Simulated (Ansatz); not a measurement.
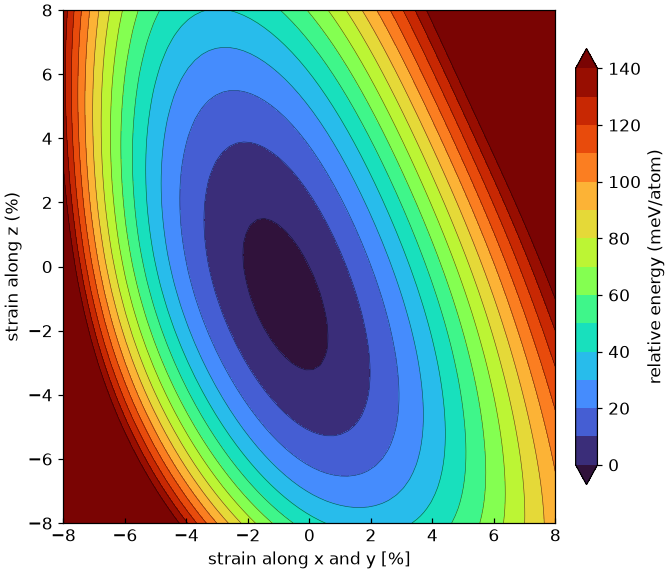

Energy landscape of Ag (P6_3/mmc, No. 194; 2 atoms in the cell). The cell is strained homogeneously, by one strain along x and y and another along z, with fractional coordinates fixed (x along [1 0 0], z along [0 0 1] of the conventional cell). The first coordinate is: strain along x and y; the second: strain along z. Grid: 5 × 5 points. All energies are given in meV/atom relative to the lowest grid point. The reference cell is the one listed in the database, not relaxed at this level. The calculation used DFT r2SCAN, scalar-relativistic, plane waves, PAW in Ansatz 0.2.0. Settings: cutoff 500 eV, k-mesh 18×18×10 in the order of the run's cell vectors, gaussian smearing 0.15 eV, no spin polarisation.

Drawn: filled contours, one colour for all values above the top of the scale. Between grid points the surface is interpolated. 

**Summarise what can be read from the map.**

The lowest grid point is at strain along x and y = 0 %, strain along z = 0 %. The bottom of the well lies between grid points, at about strain along x and y = −1 %, strain along z = −1 %, about 3.5 meV/atom lower on the interpolated surface. It is the only kind of minimum in the scanned range. The highest grid point, strain along x and y = −8 %, strain along z = −8 %, lies 360 meV/atom above the lowest. Round the minimum the valley is somewhat tilted: raising strain along x and y shifts the best value of strain along z downwards (coupling k₁₂/√(k₁₁k₂₂) about 0.5).

The values on the grid:

```csv
"strain along z ↓, strain along x and y →",−8,−4,0,4,8
8,136,43,61,145,266
4,136,20,22,93,204
0,165,20,0,54,151
−4,234,53,3,35,113
−8,360,131,44,45,96
```
